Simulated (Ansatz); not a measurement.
Au

Input file:

```
crystal:
  lattice:
    - [-0.8769168513, 1.7538337027, 1.7538337027]
    - [1.7538337027, -0.8769168513, 1.7538337027]
    - [1.7538337027, 1.7538337027, -0.8769168513]
  atoms:
    - { symbol: Au, position: [0.0, 0.0, 0.0] }
basis:
  ecutwfc: 500
kpoints:
  mp_grid: { grid: [22, 22, 22] }
hamiltonian:
  xc: r2scan
scf:
  occupations: { method: gaussian, width: 0.15 }
output:
  forces: true
  stress: true
  eigenvalues: true
  write_density: true
  write_potential: true
  elf: true
  volumetric_format: npy
```

Command:

```sh
ansatz run input.yaml --threads 1 --pin off --max-ram 2560MiB --backend cpu --events-out ev --progress --plain --runs-dir out
```

Below, planes, directions and counts refer to the conventional cell (a = 2.63 Å, b = 2.63 Å, c = 2.63 Å, α = 90.00°, β = 90.00°, γ = 90.00°).

Space group Pm-3m; a structure from a database of computed crystals, not necessarily the ambient phase; computed pressure about 16 GPa in this cell; computed without spin polarisation.

The calculation used Ansatz, DFT r2SCAN, scalar-relativistic, plane waves, PAW.

What will maps of the valence pseudo-density and electron localisation function show?

Answer. Au–Au (2.63 Å): ρ at the midpoint is about 0.45 e/Å³; the ELF is about 0.25 at the midpoint: no localised pair shows between them.

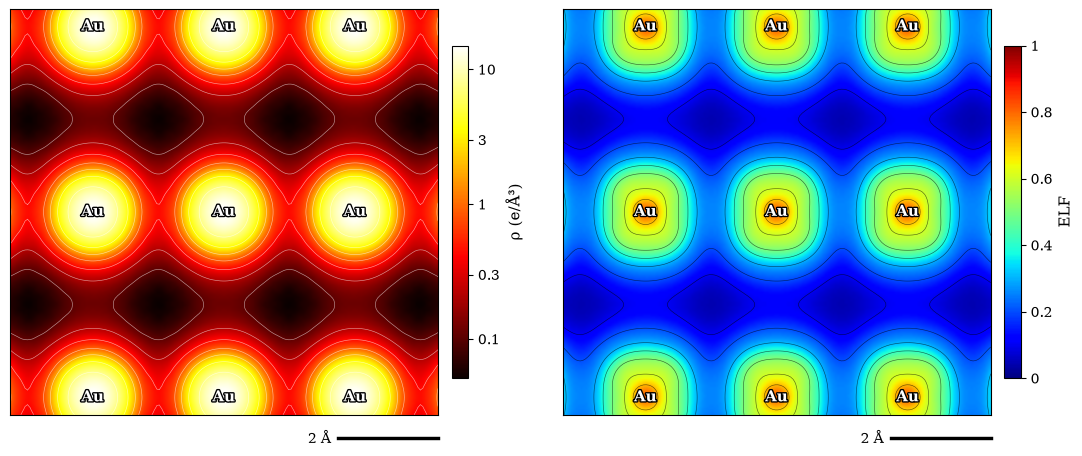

Computed valence pseudo-density and electron localisation function on the (011) plane of the conventional cell, in this order. 

In a PAW calculation such maps are meaningful between the atoms, not at the nuclei.
